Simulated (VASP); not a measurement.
# A VASP study of CaO (Lime) (PBE + D3(BJ)): structure first, properties next, part 3 of 4

Aim: relax CaO (Lime), then compute properties on the relaxed cell. The start is a cell from a database of measured crystal structures.

VASP 6.6.1; PBE with D3(BJ); plane waves and PAW (Ca_sv, O).

So far, gap on the k-mesh (eV): step 2 (full relaxation (PBE + D3(BJ))) 3.63; step 6 (density of states (PBE + D3(BJ))) 3.63; step 7 (volume scan with PBE + D3(BJ)) 3.60; step 8 (volume scan with PBE + D3(BJ) (run 2)) 3.61.

## Step 9: Volume scan with PBE + D3(BJ) (run 3)

INCAR reads:

```
SYSTEM = CaO
PREC = Accurate
ENCUT = 520
EDIFF = 1E-06
NELM = 100
ISMEAR = 0
SIGMA = 0.05
LREAL = .FALSE.
ALGO = Normal
GGA = PE
IVDW = 12
NBANDS = 14
LORBIT = 11
LWAVE = .FALSE.
LCHARG = .FALSE.
KPAR = 2
ISIF = 2
```

POSCAR reads:

```
CaO
1.0
    0.0000000000      2.3800396530      2.3800396530
    2.3800396530      0.0000000000      2.3800396530
    2.3800396530      2.3800396530      0.0000000000
Ca O
1 1
Direct
    0.0000000000      0.0000000000      0.0000000000
    0.5000000000      0.5000000000      0.5000000000
```

KPOINTS reads:

```
Automatic mesh
0
Gamma
8 8 8
0 0 0
```

PAW data sets: Ca_sv and O (PBE family, release 64).

The run is started by

```
$ mpirun -np 2 vasp_std
```

What it wrote:

```text
[... set-up lines as in an earlier step ...]
 entering main loop
       N       E                     dE             d eps       ncg     rms          rms(c)
DAV:   1     0.128745289237E+03    0.12875E+03   -0.87744E+03   812   0.119E+03
DAV:   2    -0.861318761834E+01   -0.13736E+03   -0.12741E+03  1028   0.308E+02
DAV:   3    -0.143046738546E+02   -0.56915E+01   -0.56460E+01   860   0.652E+01
DAV:   4    -0.144957270155E+02   -0.19105E+00   -0.19088E+00  1222   0.996E+00
[...]
DAV:  11    -0.127803791985E+02    0.49216E-04   -0.12149E-04  1076   0.128E-01    0.626E-03
DAV:  12    -0.127803798507E+02   -0.65217E-06   -0.13836E-05   870   0.333E-02    0.464E-03
DAV:  13    -0.127803795007E+02    0.35000E-06   -0.11278E-06   666   0.104E-02
   1 F= -.13341293E+02 E0= -.13341293E+02  d E =-.104368E-24
```

It took 5 s on 2 MPI ranks of Intel Xeon Platinum 8488C (Sapphire Rapids), shared host; peak memory 0.31 GiB; 9.1 s of CPU time.

OUTCAR, selected parts (step 9):

```text
 Edisp (eV)   -0.56091

  Total       0.40057     0.40057     0.40057     0.00000     0.00000    -0.00000
  in kB      23.80162    23.80162    23.80162     0.00000     0.00000    -0.00000
  external pressure =       23.80 kB  Pullay stress =        0.00 kB

 POSITION                                       TOTAL-FORCE (eV/Angst)
 -----------------------------------------------------------------------------------
      0.00000      0.00000      0.00000         0.000000     -0.000000     -0.000000
      2.38004      2.38004      2.38004        -0.000000      0.000000      0.000000
 -----------------------------------------------------------------------------------
    total drift:                                0.000000      0.000000      0.000000

  FREE ENERGIE OF THE ION-ELECTRON SYSTEM (eV)
  ---------------------------------------------------
  free  energy   TOTEN  =       -13.3412931655 eV

  energy  without entropy=      -13.3412931655  energy(sigma->0) =      -13.34129317

[... 1 part as in an earlier step ...]

[... 2 further parts left out ...]
[key lines of the parts left out:]
E-fermi :   2.8666
```

The pressure falls from 5.03 to 2.38 GPa.

The run ends at a pressure of 2.38 GPa.

## Step 10: Volume scan with PBE + D3(BJ) (run 4)

INCAR is that of step 9.

POSCAR reads:

```
CaO
1.0
    0.0000000000      2.3961214898      2.3961214898
    2.3961214898      0.0000000000      2.3961214898
    2.3961214898      2.3961214898      0.0000000000
Ca O
1 1
Direct
    0.0000000000      0.0000000000      0.0000000000
    0.5000000000      0.5000000000      0.5000000000
```

KPOINTS is that of step 9.

The run is started by

```
$ mpirun -np 2 vasp_std
```

What it wrote:

```text
[... set-up lines as in an earlier step ...]
 entering main loop
       N       E                     dE             d eps       ncg     rms          rms(c)
[... 13 cycles as in an earlier step ...]
   1 F= -.13345928E+02 E0= -.13345928E+02  d E =-.123743E-20
```

Elapsed: 5 s, on 2 MPI ranks; peak memory 0.32 GiB; 9 s of CPU time.

Parts of OUTCAR (step 10):

```text
 Edisp (eV)   -0.54935

[... 6 parts as in an earlier step ...]

[... 1 further part left out ...]
[key lines of the parts left out:]
E-fermi :   2.7139
```

The pressure falls from 2.38 to 0.00 GPa.

The run ends at a pressure of 0.00 GPa.

## Step 11: Volume scan with PBE + D3(BJ) (run 5)

INCAR is that of step 10.

POSCAR reads:

```
CaO
1.0
    0.0000000000      2.4119903065      2.4119903065
    2.4119903065      0.0000000000      2.4119903065
    2.4119903065      2.4119903065      0.0000000000
Ca O
1 1
Direct
    0.0000000000      0.0000000000      0.0000000000
    0.5000000000      0.5000000000      0.5000000000
```

KPOINTS is that of step 10.

The run is started by

```
$ mpirun -np 2 vasp_std
```

What it wrote:

```text
[... set-up lines as in an earlier step ...]
 entering main loop
       N       E                     dE             d eps       ncg     rms          rms(c)
DAV:   1     0.127783895752E+03    0.12778E+03   -0.84371E+03   812   0.117E+03
DAV:   2    -0.838490748319E+01   -0.13617E+03   -0.12697E+03  1016   0.305E+02
DAV:   3    -0.142950568117E+02   -0.59101E+01   -0.58720E+01   926   0.662E+01
DAV:   4    -0.145142927309E+02   -0.21924E+00   -0.21908E+00  1206   0.104E+01
[...]
DAV:  11    -0.128045045358E+02    0.57492E-04   -0.12307E-04  1114   0.131E-01    0.638E-03
DAV:  12    -0.128045053597E+02   -0.82387E-06   -0.14355E-05   860   0.337E-02    0.555E-03
DAV:  13    -0.128045049058E+02    0.45382E-06   -0.14486E-06   760   0.119E-02
   1 F= -.13342776E+02 E0= -.13342776E+02  d E =-.150354E-17
```

Wall time 5 s (2 MPI ranks); peak memory 0.31 GiB; 9 s of CPU time.

From OUTCAR (step 11):

```text
 Edisp (eV)   -0.53827

  Total      -0.37351    -0.37351    -0.37351    -0.00000     0.00000     0.00000
  in kB     -21.32344   -21.32344   -21.32344    -0.00000     0.00000     0.00000
  external pressure =      -21.32 kB  Pullay stress =        0.00 kB

 POSITION                                       TOTAL-FORCE (eV/Angst)
 -----------------------------------------------------------------------------------
      0.00000      0.00000      0.00000         0.000000      0.000000      0.000000
      2.41199      2.41199      2.41199        -0.000000      0.000000     -0.000000
 -----------------------------------------------------------------------------------
    total drift:                                0.000000      0.000000      0.000000

  FREE ENERGIE OF THE ION-ELECTRON SYSTEM (eV)
  ---------------------------------------------------
  free  energy   TOTEN  =       -13.3427761807 eV

  energy  without entropy=      -13.3427761807  energy(sigma->0) =      -13.34277618

[... 1 part as in an earlier step ...]

[... 2 further parts left out ...]
[key lines of the parts left out:]
E-fermi :   2.5719
```

The pressure falls from 0.00 to -2.13 GPa.

The run ends at a pressure of -2.13 GPa.

## Step 12: Volume scan with PBE + D3(BJ) (run 6)

INCAR is that of step 11.

POSCAR reads:

```
CaO
1.0
    0.0000000000      2.4276530201      2.4276530201
    2.4276530201      0.0000000000      2.4276530201
    2.4276530201      2.4276530201      0.0000000000
Ca O
1 1
Direct
    0.0000000000      0.0000000000      0.0000000000
    0.5000000000      0.5000000000      0.5000000000
```

KPOINTS is that of step 11.

The run is started by

```
$ mpirun -np 2 vasp_std
```

What it wrote:

```text
[... set-up lines as in an earlier step ...]
 entering main loop
       N       E                     dE             d eps       ncg     rms          rms(c)
DAV:   1     0.123708739230E+03    0.12371E+03   -0.83438E+03   812   0.116E+03
DAV:   2    -0.881226661909E+01   -0.13252E+03   -0.12375E+03  1010   0.297E+02
DAV:   3    -0.143283722735E+02   -0.55161E+01   -0.54705E+01   910   0.636E+01
DAV:   4    -0.145137950440E+02   -0.18542E+00   -0.18522E+00  1216   0.100E+01
[...]
DAV:  11    -0.128049572949E+02    0.59283E-04   -0.12407E-04  1126   0.131E-01    0.669E-03
DAV:  12    -0.128049582489E+02   -0.95397E-06   -0.14831E-05   846   0.340E-02    0.606E-03
DAV:  13    -0.128049577391E+02    0.50972E-06   -0.17741E-06   844   0.129E-02
   1 F= -.13332609E+02 E0= -.13332609E+02  d E =-.319937E-15
```

It took 5 s on 2 MPI ranks; peak memory 0.31 GiB.

Parts of OUTCAR (step 12):

```text
 Edisp (eV)   -0.52765

  Total      -0.72341    -0.72341    -0.72341    -0.00000    -0.00000     0.00000
  in kB     -40.50472   -40.50472   -40.50472    -0.00000    -0.00000     0.00000
  external pressure =      -40.50 kB  Pullay stress =        0.00 kB

 POSITION                                       TOTAL-FORCE (eV/Angst)
 -----------------------------------------------------------------------------------
      0.00000      0.00000      0.00000         0.000000     -0.000000     -0.000000
      2.42765      2.42765      2.42765        -0.000000      0.000000      0.000000
 -----------------------------------------------------------------------------------
    total drift:                                0.000000      0.000000      0.000000

  FREE ENERGIE OF THE ION-ELECTRON SYSTEM (eV)
  ---------------------------------------------------
  free  energy   TOTEN  =       -13.3326085587 eV

  energy  without entropy=      -13.3326085587  energy(sigma->0) =      -13.33260856

[... 1 part as in an earlier step ...]

[... 2 further parts left out ...]
[key lines of the parts left out:]
E-fermi :   2.4396
```

The pressure falls from -2.13 to -4.05 GPa.

The run ends at a pressure of -4.05 GPa.

## Step 13: Volume scan with PBE + D3(BJ) (run 7)

A prediction first. A parabola through the 6 pressures of evenly scaled cells so far, P = 0.00 -113.1 t +257 t² GPa with t = ln(V/V₁) and V₁ the volume at scale 1, gives -5.72 GPa at t = +0.0583.

INCAR is that of step 12.

POSCAR reads:

```
CaO
1.0
    0.0000000000      2.4431161951      2.4431161951
    2.4431161951      0.0000000000      2.4431161951
    2.4431161951      2.4431161951      0.0000000000
Ca O
1 1
Direct
    0.0000000000      0.0000000000      0.0000000000
    0.5000000000      0.5000000000      0.5000000000
```

KPOINTS is that of step 12.

The run is started by

```
$ mpirun -np 2 vasp_std
```

What it wrote:

```text
[... set-up lines as in an earlier step ...]
 entering main loop
       N       E                     dE             d eps       ncg     rms          rms(c)
DAV:   1     0.123412163463E+03    0.12341E+03   -0.82379E+03   812   0.115E+03
DAV:   2    -0.862347435939E+01   -0.13204E+03   -0.12295E+03   986   0.299E+02
DAV:   3    -0.143190417315E+02   -0.56956E+01   -0.56508E+01   956   0.641E+01
DAV:   4    -0.145092274642E+02   -0.19019E+00   -0.19008E+00  1170   0.102E+01
[...]
DAV:  11    -0.127987366163E+02    0.62203E-04   -0.12889E-04  1108   0.133E-01    0.705E-03
DAV:  12    -0.127987376925E+02   -0.10762E-05   -0.15341E-05   848   0.345E-02    0.653E-03
DAV:  13    -0.127987371151E+02    0.57741E-06   -0.20360E-06   854   0.137E-02
   1 F= -.13316198E+02 E0= -.13316198E+02  d E =-.153053E-13
```

Run time: 5 s. Hardware: 2 MPI ranks; peak memory 0.32 GiB; 9 s of CPU time.

From OUTCAR (step 13):

```text
 Edisp (eV)   -0.51746

  Total      -1.05122    -1.05122    -1.05122     0.00000     0.00000    -0.00000
  in kB     -57.74847   -57.74847   -57.74847     0.00000     0.00000    -0.00000
  external pressure =      -57.75 kB  Pullay stress =        0.00 kB

 POSITION                                       TOTAL-FORCE (eV/Angst)
 -----------------------------------------------------------------------------------
      0.00000      0.00000      0.00000        -0.000000     -0.000000     -0.000000
      2.44312      2.44312      2.44312         0.000000      0.000000      0.000000
 -----------------------------------------------------------------------------------
    total drift:                                0.000000      0.000000      0.000000

  FREE ENERGIE OF THE ION-ELECTRON SYSTEM (eV)
  ---------------------------------------------------
  free  energy   TOTEN  =       -13.3161979019 eV

  energy  without entropy=      -13.3161979019  energy(sigma->0) =      -13.31619790

[... 1 part as in an earlier step ...]

[... 2 further parts left out ...]
[key lines of the parts left out:]
E-fermi :   2.3170
```

The pressure falls from -4.05 to -5.77 GPa. The parabola predicted -5.72 GPa, +0.06 GPa off.

## Step 14: Comparing the runs

Times are for 2 MPI ranks of Intel Xeon Platinum 8488C (Sapphire Rapids), shared host. The runs compared:

```
no.  volume scale  energy above the lowest point (meV/atom)  pressure (GPa)  gap on the k-mesh (eV)  time  memory (GiB)
  1          0.94                                     20.38           7.984                   3.601   5 s          0.31
  2          0.96                                      8.95           5.031                   3.614   5 s          0.32
  3          0.98                                      2.32           2.380                   3.625   5 s          0.31
  4             1                                         0        0.002128                   3.633   5 s          0.32
  5          1.02                                      1.58          -2.132                   3.638   5 s          0.31
  6          1.04                                      6.66          -4.050                   3.642   5 s          0.31
  7          1.06                                     14.87          -5.775                   3.644   5 s          0.32
```

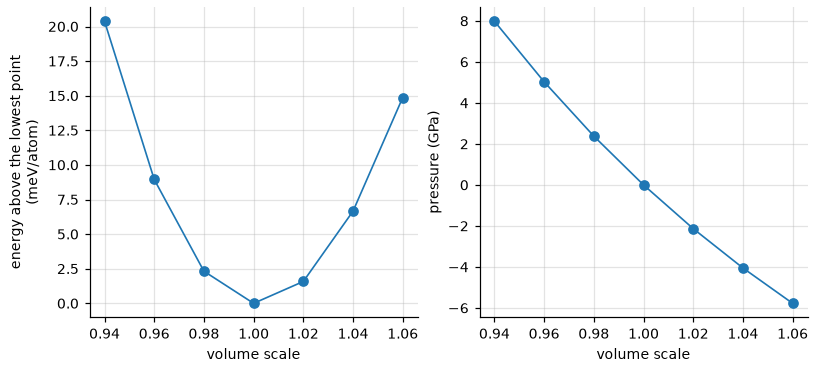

The series as plots.

## Step 15: Fit for PBE + D3(BJ)

This step: Birch-Murnaghan fit, PBE with D3(BJ); plane waves and PAW (VASP 6.6.1).

This step runs nothing: it gathers the runs above.

Numbers from this step:

```yaml
pressure_derivative_of_the_bulk_modulus: 4.298
r_m_s_error_of_the_fit: 4.58e-6 eV/atom
minimum_inside_the_sampled_range: yes
bulk_modulus: 112.3 GPa
equilibrium_volume_of_the_fit: 13.78 Å³/atom
```

Energy above the fitted minimum against volume:

| volume (Å³/atom) | energy above the fitted minimum (eV/atom) |
| --- | --- |
| 12.932 | 0.0204 |
| 13.207 | 0.00896 |
| 13.482 | 0.00232 |
| 13.757 | 6.7e-6 |
| 14.032 | 0.00158 |
| 14.307 | 0.00667 |
| 14.582 | 0.0149 |

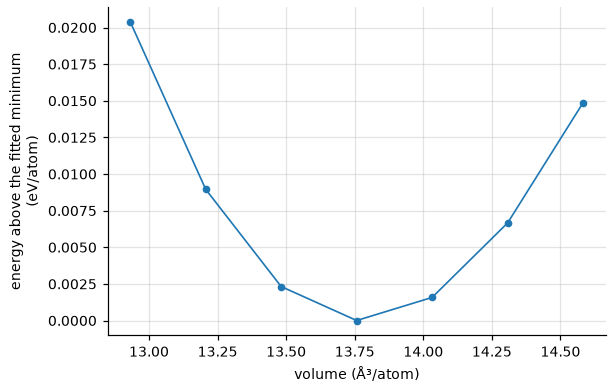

Energy above the fitted minimum, plotted against volume.

The fitted volume lies +0.15 % from the relaxed one. At a finite cutoff and mesh the minimum of the energy and the zero of the stress don't quite coincide, and the relaxation stops at a threshold.

(Part 3 of 4 ends here.)

[Lines on the potential files, build, host, timing and source positions are cut from VASP's logs without a mark.]

[Logs are printed without paths, hosts, clocks, repeated set-up lines and the standing remarks that a program may print on its own settings, such as how far it seeks lower states.]

[Hosts, paths, dates, database ids (printed as entryN), source tags and the programs' standing remarks are cut or masked in the printed files.]

[A measured line is paired with the nearest computed mode of its activity, which favours agreement.]
